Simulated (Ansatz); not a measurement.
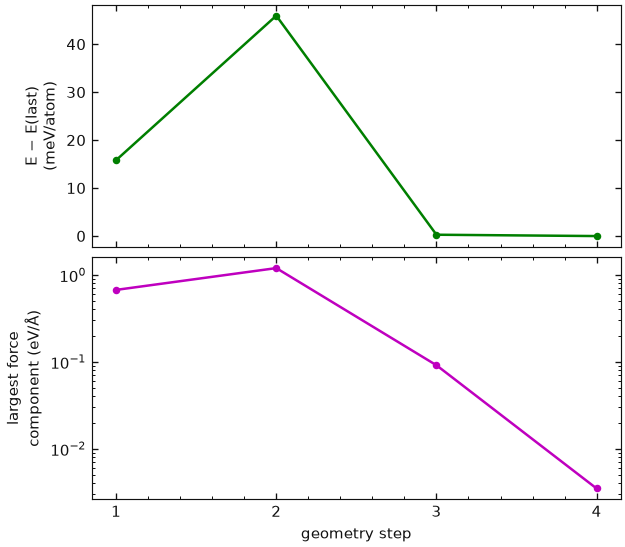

History of a geometry optimisation. The run: ZrS₂ (slab, 3 atoms in the cell; biaxial strain +0.040, atoms relaxed), by DFT PBE+D3(BJ), scalar-relativistic, plane waves, PAW in Ansatz 0.2.0; cutoff 420 eV, 9×9×1 k-mesh, Gaussian smearing of 0.02 eV. Only the atoms move.

The optimisation met its thresholds at geometry 4, counting the start as the first. The energy fell by about 16 meV/atom from the first step to the last. Step 2 went uphill and was rejected by the line search. The largest force component goes from about 0.67 eV/Å at the start to 3 × 10⁻³ eV/Å at the end, with a peak of 1.2 eV/Å at step 2.
